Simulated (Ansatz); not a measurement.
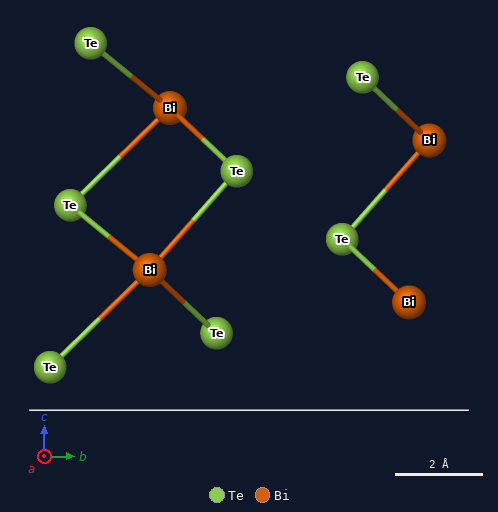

This is the input geometry for a relaxation of a slab of composition Bi$_{4}$Te$_{7}$ (cut from the R-3m phase). The picture is a ball-and-stick view of the 2 × 1 repeat of the cell, outlined in the plane, without the vacuum, seen along the a axis.

Case: (1 0 1) slab, atoms relaxed. The slab is the (1 0 1) face of Bi2Te3.

The calculation used Ansatz 0.2.0, DFT PBEsol, scalar-relativistic, plane waves, PAW.

Input
```yaml
crystal:
  lattice:
    - [4.3808388107, 0.0, 0.0]
    - [-2.1904194054, 10.1865714841, 0.0]
    - [0.0, 0.0, 22.529134022]
  atoms:
    - { symbol: Te, position: [0.5231189703, 0.0462379405, 0.3329022763] }
    - { symbol: Te, position: [0.2129645735, 0.4259291469, 0.3679938597] }
    - { symbol: Bi, position: [0.9326249402, 0.8652498804, 0.3997121319] }
    - { symbol: Bi, position: [0.6367319706, 0.2734639412, 0.4331901445] }
    - { symbol: Te, position: [0.3563923374, 0.7127846747, 0.4649084167] }
    - { symbol: Te, position: [0.0462379405, 0.0924758811, 0.5] }
    - { symbol: Te, position: [0.7360835437, 0.4721670875, 0.5350915833] }
    - { symbol: Bi, position: [0.4557439105, 0.911487821, 0.5668098555] }
    - { symbol: Bi, position: [0.1598509409, 0.3197018817, 0.6002878681] }
    - { symbol: Te, position: [0.8795113076, 0.7590226153, 0.6320061403] }
    - { symbol: Te, position: [0.5693569108, 0.1387138216, 0.6670977237] }
basis:
  ecutwfc: 420
kpoints:
  mp_grid: { grid: [8, 4, 1] }
hamiltonian:
  xc: pbesol
scf:
  occupations: { method: gaussian, width: 0.05 }
output:
  forces: true
  eigenvalues: true
  write_density: true
  write_potential: true
  elf: true
  volumetric_format: npy
relax:
  adjacent_minimum: "off"
  f_tol: 0.02
  max_steps: 60
efield:
  axis: 3
  dipole_correction: true
  ramp_width: 0.04
```

Launched with:
```bash
ansatz run input.yaml --threads 1 --pin off --max-ram 2560MiB --backend cpu --events-out ev --progress --plain --runs-dir out
```

Where does the relaxation end?

Answer. After 7 accepted moves (8 points after the start) the energy has fallen by 1.315 eV per cell of the calculation. Largest force component: 1.1 eV/Å at the start, 0.018 eV/Å at the end. 1 step only repeated the SCF at the same geometry. The largest moves relative to the layer's centre, 0.52 Å, are those of Te1 and Te11. Te1 goes at 60° to the normal (+c side). Largest moves by element: Te 0.52 Å, Bi 0.41 Å. The cell stays as it was. Among the contacts that change: Te2–Te5 3.648 → 2.860 Å, Bi8–Te11 3.235 → 2.981 Å, Bi4–Te7 3.061 → 3.251 Å, Bi3–Te5 3.061 → 3.239 Å. New bonds form: Te2–Te5 (3.65 → 2.86 Å), Te7–Te10 (3.65 → 2.86 Å). Bond angles that change, for instance: Bi4–Te7–Bi9 91.4° → 84.6°, Te7–Bi9–Te7 91.4° → 85.1°, Bi8–Te11–Bi9 94.8° → 100.1°. The run took 35 min on 1 thread of Intel(R) Xeon(R) Platinum 8259CL CPU @ 2.50GHz (Skylake/Cascade Lake), on a shared host, peak memory 1.9 GiB.

History of the run:

| step | E − E(0), meV/atom | largest force component, eV/Å | note |
| --- | --- | --- | --- |
| 0 | 0.00 | 1.0576 |  |
| 1 | -56.74 | 0.4352 |  |
| 2 | -88.39 | 0.4850 |  |
| 3 | -107.61 | 0.2902 |  |
| 4 | -116.40 | 0.1304 |  |
| 5 | -118.90 | 0.0981 |  |
| 6 | -119.18 | 0.0758 |  |
| 7 | -119.55 | 0.0180 |  |
| 8 | -119.55 | 0.0180 | same geometry, SCF repeated |

The end point in the same view:

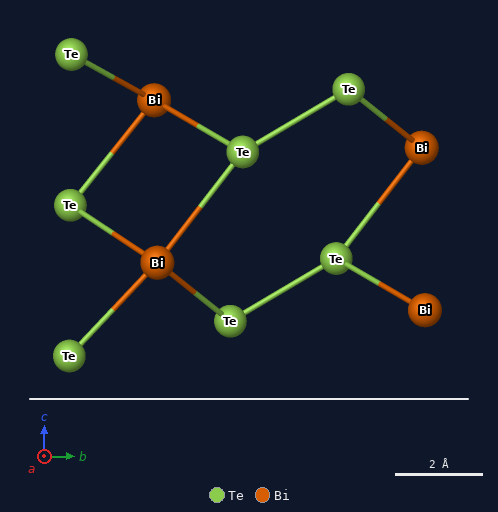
